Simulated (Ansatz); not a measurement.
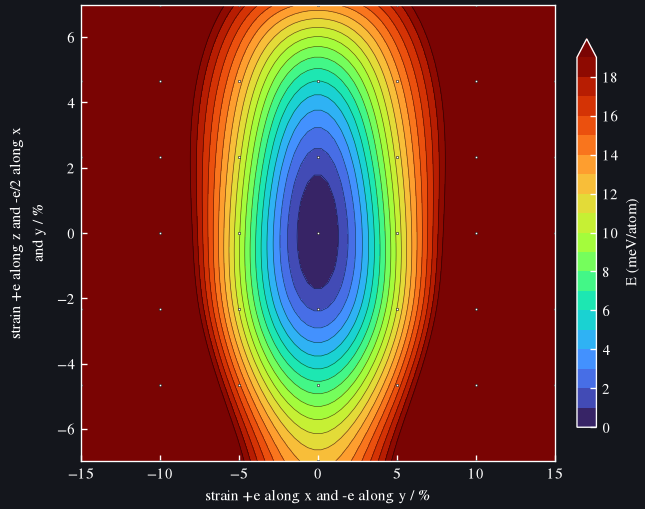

Bi (Im-3m, No. 229; 1 atom in the cell). 
- The energy is mapped over two homogeneous strains (x, y and z along the cube axes).
- First axis: strain +e along x and -e along y. Second axis: strain +e along z and -e/2 along x and y.
- Nothing is relaxed (symmetry fixes all fractional coordinates).
- The scan uses a 7 × 7 grid; 28 points were computed and 21 follow by symmetry.
- Points are written as (first, second).
- Energies are in meV/atom, from the lowest grid point.
- Method: Ansatz, DFT PBEsol+D3(BJ), scalar-relativistic, plane waves, PAW. Settings: cutoff 420 eV, k-mesh 16×16×16, gaussian smearing 0.15 eV, no spin polarisation.

In the figure: filled contours, dots at the grid points, one colour for all values above the top of the scale. Between grid points the surface is interpolated.

> Where is the minimum, and how stiff is the crystal against these two strains (in GPa)?

The interpolated minimum is at 0.0 % and 0.0 %. Divided by the cell volume of 28.5 Å³, the second derivatives of the energy there are about 64 GPa along the first strain and 36 GPa along the second, with a cross term of about 0 GPa (clamped ions). Round the minimum the two coordinates are nearly uncoupled.
